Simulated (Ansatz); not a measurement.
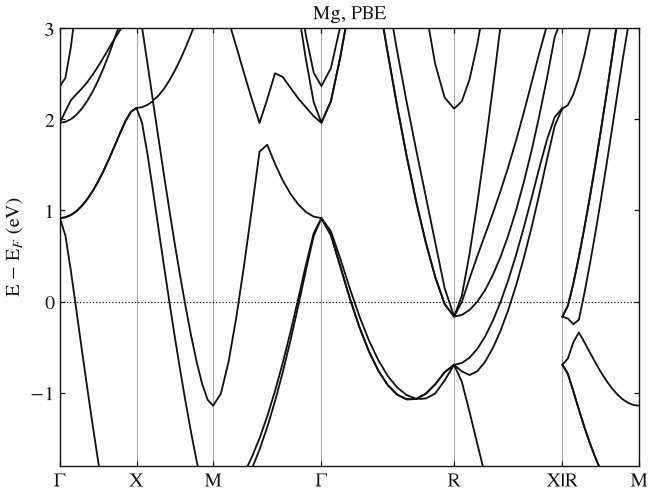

Band structure. Energies are counted from the Fermi level.

> What lattice type does the k path imply?

A simple cubic lattice: the path Γ–X–M–Γ–R–X|R–M runs through the special points of its Brillouin zone.

This input was run:

```
crystal:
  lattice:
    - [4.3904263377, 0.0, 0.0]
    - [0.0, 4.3904263377, 0.0]
    - [0.0, 0.0, 4.3904263377]
  atoms:
    - { symbol: Mg, position: [0.0, 0.5, 0.5] }
    - { symbol: Mg, position: [0.5, 0.0, 0.5] }
    - { symbol: Mg, position: [0.5, 0.5, 0.0] }
basis:
  ecutwfc: 420
kpoints:
  mp_grid: { grid: [10, 10, 10] }
  band_path:
    path:
      - [[0.0, 0.0, 0.0], [0.0, 0.5, 0.0], [0.5, 0.5, 0.0], [0.0, 0.0, 0.0], [0.5, 0.5, 0.5], [0.0, 0.5, 0.0]]
      - [[0.5, 0.5, 0.5], [0.5, 0.5, 0.0]]
    npoints: 14
hamiltonian:
  xc: pbe
scf:
  occupations: { method: gaussian, width: 0.1 }
  n_extra_bands: 7
output:
  forces: true
  stress: true
  eigenvalues: true
  populations: true
  dos: { projected: true, de: 0.02, nscf_kmesh: { grid: [12, 12, 12] } }
  bader: true
  write_density: true
  write_potential: true
  elf: true
  volumetric_format: npy
```

Command:
```bash
ansatz run input.yaml --threads 1 --pin off --max-ram 2048MiB --backend cpu --events-out ev --progress --plain --runs-dir out
```

> Metal, semiconductor or insulator?

A metal: 6 bands cross the Fermi level along this path.

> On which lines of the path do bands cross the Fermi level?

Bands cross the Fermi level on every line of the path.

The structure is an invented one, so it need not be a known or stable phase.
